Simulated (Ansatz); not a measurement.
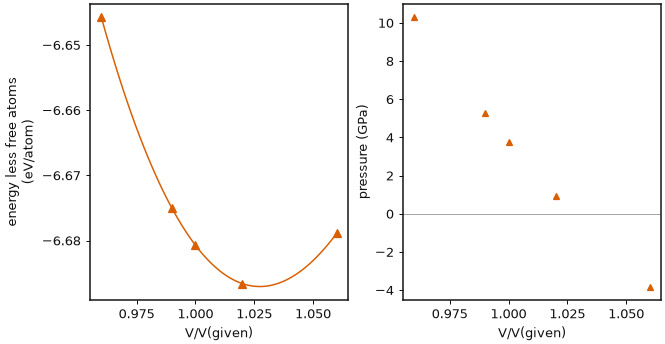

Calculation (Ansatz 0.2.0): periodic Kohn-Sham DFT of a crystal at fixed atoms, scaled to the stated factor times the given cell; pressure positive in compression, energy less spherical unpolarised free atoms. Level: PBE.

method all-electron LAPW; relativity scalar; k mesh 11×11×3; occupations Fermi–Dirac; smearing width 0.08 eV; basis error target 0.5 (meV/atom); nucleus Gaussian.

Cell as given: a = 3.290 Å, b = 3.290 Å, c = 12.970 Å, α = 90.00°, β = 90.00°, γ = 120.00°; 6 atoms.

Figure. Energy less free atoms and pressure against V/V(given) for WSe₂, space group P6_3/mmc (No. 194).

V(given) is 20.26 Å³/atom.

A third-order Birch–Murnaghan fit gives V0 = 20.82 Å³/atom, B0 = 131 GPa and B′ = 4.3. The energy less free atoms is −6.6457 eV/atom at V/V(given) 0.96 and −6.6789 eV/atom at 1.06; the lowest computed point is at V/V(given) 1.02 (−6.6866 eV/atom). The pressure falls from 10.3 GPa at V/V(given) 0.96 to −3.8 GPa at 1.06, and changes sign near 1.03.

Limits of the calculation: no spin-orbit coupling on heavy atoms; shape and atomic fractions are frozen while scaling, which makes layered, chain and framework solids too stiff.
